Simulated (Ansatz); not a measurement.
# A series of single points on HfO2

System: HfO2 (12 atoms in the cell).
Method: Kohn-Sham DFT of a periodic cell, rPW86-PBE with rVV10, Ansatz PAW, no spin polarisation (Ansatz 0.2.0).

The 5 runs differ only in the geometry, by an even scaling of the cell at fixed fractional positions. The structure derives from an entry of the Crystallography Open Database.

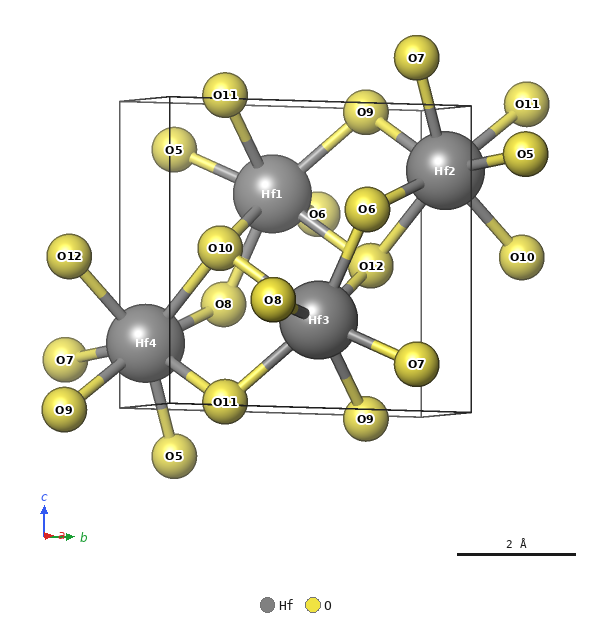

Figure 1. The structure of run 3 (ball-and-stick view of the cell of the calculation, seen at an oblique angle; bonded neighbours outside the cell are drawn too; atoms are numbered from 1 in the order of the input).

## Input of run 3
```yaml
crystal:
  lattice:
    - [5.1518950275, 0.0, 0.0]
    - [0.0, 5.220043385, 0.0]
    - [-0.8643497359, 0.0, 5.2483970684]
  atoms:
    - { symbol: Hf, position: [0.2755, 0.4603, 0.708] }
    - { symbol: Hf, position: [0.7245, 0.9603, 0.792] }
    - { symbol: Hf, position: [0.7245, 0.5397, 0.292] }
    - { symbol: Hf, position: [0.2755, 0.0397, 0.208] }
    - { symbol: O, position: [0.0742, 0.1684, 0.8467] }
    - { symbol: O, position: [0.9258, 0.6684, 0.6533] }
    - { symbol: O, position: [0.9258, 0.8316, 0.1533] }
    - { symbol: O, position: [0.0742, 0.3316, 0.3467] }
    - { symbol: O, position: [0.4487, 0.7419, 0.9801] }
    - { symbol: O, position: [0.5513, 0.2419, 0.5199] }
    - { symbol: O, position: [0.5513, 0.2581, 0.0199] }
    - { symbol: O, position: [0.4487, 0.7581, 0.4801] }
hamiltonian:
  xc: { exchange: rpw86, correlation: pbe }
  pseudopotentials: { kind: paw }
  dispersion: rvv10
kpoints:
  mp_grid: { grid: [5, 5, 5] }
scf:
  occupations: { method: fermi_dirac, width: 0.05 }
output:
  forces: true
  stress: true
  eigenvalues: true
```

Command:
```bash
ansatz run input.yaml --threads 2 --pin off --max-ram 5120MiB --backend cpu --events-out ev --progress --plain --runs-dir out
```

Run 4 differs from it as follows:
```diff
-    - [5.1518950275, 0.0, 0.0]
-    - [0.0, 5.220043385, 0.0]
-    - [-0.8643497359, 0.0, 5.2483970684]
+    - [5.1853498288, 0.0, 0.0]
+    - [0.0, 5.2539407204, 0.0]
+    - [-0.8699625537, 0.0, 5.2824785238]
```

## Results, with one run withheld

```tsv
run	volume per atom (Å³)	free energy per atom, from the lowest run given (meV)	pressure (GPa)	gap on the mesh (eV)
1	10.840	87.23	27.99	4.39
2	11.070	52.07	21.03	4.32
3	11.762	0.00	3.93	4.10
4	11.993	?	?	?
5	12.223	1.85	−4.91	3.96
```

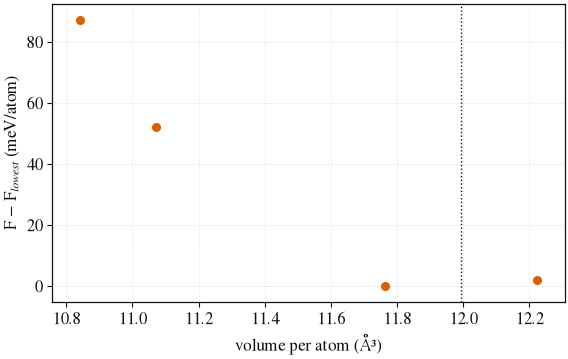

Figure 2. Free energy per atom of the runs given; the dotted line marks run 4.

Fit the runs given and predict run 4.

A quadratic polynomial in V^(−2/3) (the Birch–Murnaghan form), fitted to the 4 runs given, misses them by at most 0.05 meV per atom. With x = V^(−2/3) − 0.19683 Å⁻², it reads F = 14.293 + 5991.4 x + 5.3834e+05 x² (meV per atom). At run 4 it gives −2.29 meV per atom, and the run itself gives −2.27. The slope of the fit gives a pressure −dF/dV of −0.74 GPa there, and the run prints −0.71 GPa. The fit has its minimum at 11.955 Å³ per atom, where V d²F/dV² gives 235 GPa. Cell shape and fractional positions are held, so this is the stiffness under even scaling; the relaxed bulk modulus wasn't computed. The gap on the mesh goes, without turning, from 4.39 eV in run 1 to 3.96 eV in run 5; run 4 has 4.03 eV. These are gaps of this functional on this mesh, which can miss the band edges; they aren't the measured gap.

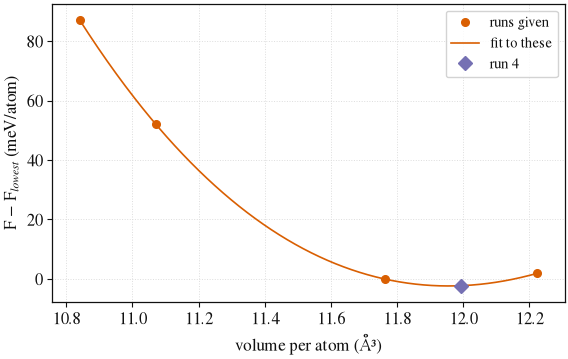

Figure 3. The fit and the withheld run.

## Output, shortened to warnings, some set-up lines, iterations and results (run 4)
```
Basis set: ecut = 420 eV, 2837 PW (Γ), exchange–correlation on 80×80×90 points (8 copies of the dense FFT grid, shifted against one another)
Symmetry: 4 space group operations
k-points: 39 of 125
Initial density: superposition of atomic densities (neutral atoms: chi_scale 0, normalization atom), corrected by the library's trained network
[...]
SCF iter   1: F=—  HF=-67745.447973 eV  |F-HF|=—  |Δ(HF+E_count)|=         —  Δρ=1.67e-2  dr2=2.88e-1  ethr=1.77e-3  ⟨swp⟩=5.0  Hψ=11110  notcnv=0  defer=114
SCF iter   2: F=—  HF=-67745.368970 eV  |F-HF|=—  |Δ(HF+E_count)|=   7.90e-2  Δρ=3.46e-3  dr2=1.41e-2  ethr=1.90e-4  ⟨swp⟩=2.0  Hψ=6583  notcnv=0  defer=385
SCF iter   3: F=—  HF=-67745.363727 eV  |F-HF|=—  |Δ(HF+E_count)|=   5.24e-3  Δρ=1.98e-3  dr2=4.79e-3  ethr=9.27e-6  ⟨swp⟩=2.0  Hψ=5439  notcnv=0  defer=229
SCF iter   4: F=—  HF=-67745.362366 eV  |F-HF|=—  |Δ(HF+E_count)|=   1.36e-3  Δρ=5.91e-4  dr2=5.60e-4  ethr=3.15e-6  ⟨swp⟩=2.0  Hψ=5970  notcnv=0  defer=229
SCF iter   5: F=—  HF=-67745.362154 eV  |F-HF|=—  |Δ(HF+E_count)|=   2.12e-4  Δρ=2.04e-4  dr2=1.00e-4  ethr=3.69e-7  ⟨swp⟩=2.0  Hψ=5180  notcnv=0  defer=229
SCF iter   6: F=—  HF=-67745.362107 eV  |F-HF|=—  |Δ(HF+E_count)|=   4.64e-5  Δρ=7.25e-5  dr2=7.10e-6  ethr=6.61e-8  ⟨swp⟩=2.0  Hψ=6167  notcnv=0  defer=229
SCF iter   7: F=—  HF=-67745.362106 eV  |F-HF|=—  |Δ(HF+E_count)|=   1.30e-6  Δρ=1.97e-5  dr2=4.58e-7  ethr=4.67e-9  ⟨swp⟩=2.0  Hψ=6062  notcnv=0  defer=229
SCF iter   8: F=—  HF=-67745.362106 eV  |F-HF|=—  |Δ(HF+E_count)|=   6.79e-8  Δρ=1.32e-5  dr2=2.23e-7  ethr=6.58e-11  ⟨swp⟩=9.8  Hψ=14717  notcnv=0
SCF iter   9: F=-67745.362106 eV  HF=-67745.362106 eV  |F-HF|=2.42e-8  |Δ(HF+E_count)|=   5.01e-8  Δρ=5.26e-6  dr2=2.76e-8  ethr=6.58e-11  ⟨swp⟩=2.6  Hψ=12512  notcnv=0
SCF 1 converged in 9 iterations: F = -67745.362106 eV  dr2 = 2.76e-8
SCF converged after 9 iterations
Free energy (F): -67745.362106 eV
Harris-Foulkes:  -67745.362106 eV  (|F-HF|=2.42e-8)
Internal energy: -67745.362106 eV  (E = F + TS)
E sigma→0 (E₀):  -67745.362106 eV
Fermi energy:    15.480710 eV
--- Per-component energies (eV) ---
  E_band       = -88.507529
  E_kinetic    = 3074.143195
  E_local      = -24960.259335  (includes V_loc(G=0)·N_el)
  E_nonlocal   = -4625.886889
  E_hartree    = 11392.698716
  E_xc         = -1770.502299
  E_vxc        = -1809.144388  (∫ρ·V_xc dr)
  E_paw        = -29289.386556  (= ΣΔE_a)
  E_vpaw       = 5447.216180  (= ΣTr[D̂ρ^β])
  E_aug_tail   = 0.015942  (compensation charges beyond the density's cutoff)
  E_ewald      = -21561.623738
  E_core_change = -4.561142  (= ΣΔE_core)
  E_smearing   = -0.000000  (= −TS)
  E_closure    = 0.000000  (closes the sum)
  Σ components = -67745.362106   (vs F -67745.362106, Δ=0.00e0)
--- Forces (eV/Å), atoms counted from 1 ---
  atom   1  Hf     0.04445273     0.02435429     0.04626461
  atom   2  Hf    -0.04445273     0.02435429    -0.04626461
  atom   3  Hf    -0.04445273    -0.02435429    -0.04626461
  atom   4  Hf     0.04445273    -0.02435429     0.04626461
  atom   5  O     -0.37795923    -0.14548195    -0.12226092
  atom   6  O      0.37795923    -0.14548195     0.12226092
  atom   7  O      0.37795923     0.14548195     0.12226092
  atom   8  O     -0.37795923     0.14548195    -0.12226092
  atom   9  O     -0.12257768     0.02214449    -0.09646610
  atom  10  O      0.12257768     0.02214449     0.09646610
  atom  11  O      0.12257768    -0.02214449     0.09646610
  atom  12  O     -0.12257768    -0.02214449    -0.09646610
  max |Σ_I F_I| component: 1.39e-17 eV/Å
--- Stress (GPa, compression-positive) ---
       -0.714438       0.000000       0.374321
        0.000000      -1.706195       0.000000
        0.374321       0.000000       0.283281
  P = ⅓ Tr σ = -0.7125 GPa (-7.125 kbar)
```

Notes: Points of doubt noted for this run: forces on files of another functional. Spin–orbit coupling is left out, which matters for Hf.
